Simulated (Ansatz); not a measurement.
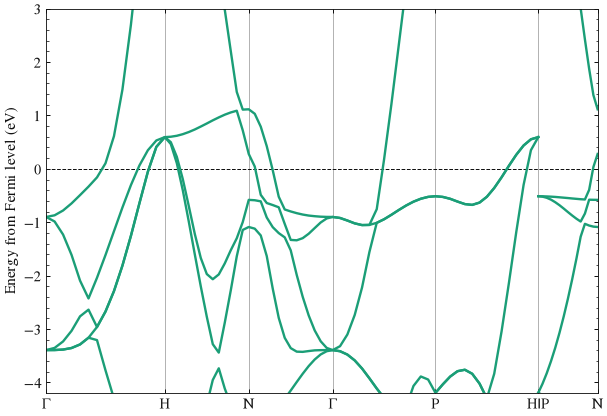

What does this figure show?

Band structure of bcc Pt, space group Im-3m, 1 atom in the primitive cell (cubic a = 3.168 Å). Method: PBEsol, Ansatz PAW, no spin polarisation, no spin-orbit coupling, 12×12×12 k mesh, 420 eV cutoff, Fermi-Dirac smearing of 0.05 eV (Ansatz 0.2.0). Energies are counted from the Fermi level.

A metal: 4 bands cross the Fermi level along this path. Bands cross the Fermi level on every line of the path. At N the nearest levels lie 0.58 eV below and 0.28 eV above the Fermi level.

Spin-orbit coupling is left out, which matters for Pt. The PAW data sets were made with another functional. The cell is at −11 GPa in this functional. This isn't the form of Pt at room conditions, which is fcc.
